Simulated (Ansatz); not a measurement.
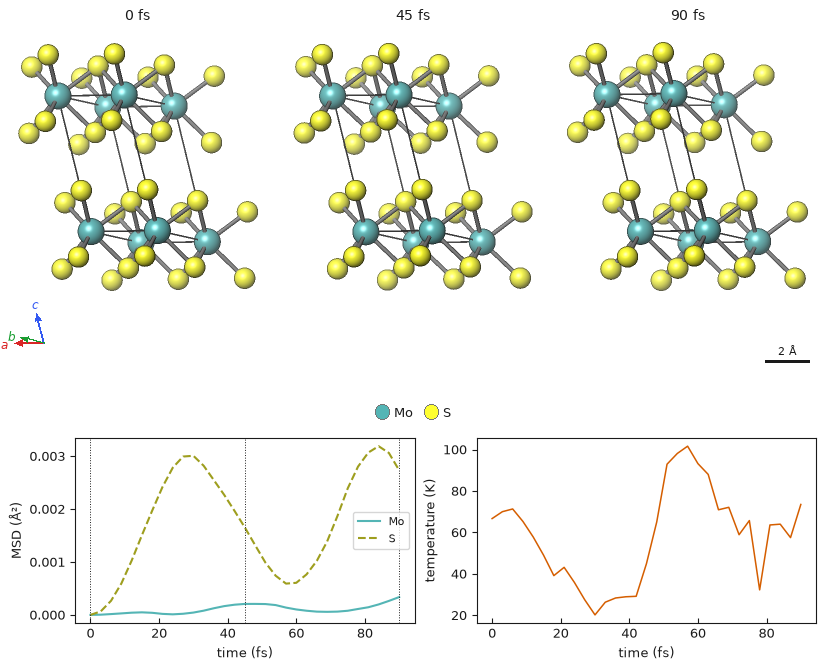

A Born-Oppenheimer molecular dynamics run of a 3-atom cell of MoS2 (built on the measured structure type), 90 fs long. Frames and the history of the run. A ball-and-stick model of the reduced simulation cell, seen from a free direction. Bonds to atoms that aren't drawn are left out. Lengths and directions refer to the drawn axes.

The calculation used Ansatz 0.2.0, DFT, r2SCAN, plane waves, PAW. Set-up: plane-wave cutoff 500 eV; k-point mesh 6 × 6 × 6; Fermi-Dirac smearing 0.02 eV; Langevin thermostat and barostat (NPT); set temperature 100 K; time step 3 fs.

Input
```yaml
crystal:
  lattice:
    - [1.5875903435, 0.9165957122, 6.193928007]
    - [-1.5875903435, 0.9165957122, 6.193928007]
    - [0.0, -1.8331914244, 6.193928007]
  atoms:
    - { symbol: Mo, position: [9.65174e-05, 9.65174e-05, 9.65174e-05] }
    - { symbol: S, position: [0.2497906771, 0.2497906771, 0.2497906771] }
    - { symbol: S, position: [0.4171128055, 0.4171128055, 0.4171128055] }
kpoints:
  mp_grid: { grid: [6, 6, 6] }
hamiltonian:
  xc: r2scan
scf:
  occupations: { method: fermi_dirac, width: 0.02 }
md:
  ensemble: npt_langevin
  temperature: 100
  timestep: 3.0
  n_steps: 30
  initial_velocities: maxwell_boltzmann
  seed: 4474
```

Run as
```bash
ansatz run input.yaml --threads 4 --pin off --max-ram 3686MiB --backend cpu --events-out ev --progress --plain --runs-dir out
```

Describe the run.

Answer. Root-mean-square distances from the starting positions over the second half, with the common drift of all atoms taken out: S 0.04 Å, Mo 0.01 Å. The run lasts only 90 fs, too short to tell vibration from diffusion. The mean temperature in the second half is 71 K (standard deviation 19 K). The potential energy is still drifting at the end, so the run hasn't reached equilibrium. The potential energy in the second half lies on average 5.0 meV per atom above the first frame. The mean pressure there is 0.9 GPa. The volume ends +2.6 % from the start. The conserved quantity stays between −0.031 and 0.053 meV per atom of its start. A straight-line fit has a slope that amounts to −0.015 meV per atom over 90 fs (0.2 % of the mean kinetic energy), and the ripple about it is 0.7 % of the kinetic energy's fluctuation. With a drift under 2 % and a ripple under 7 %, the integration is accurate.
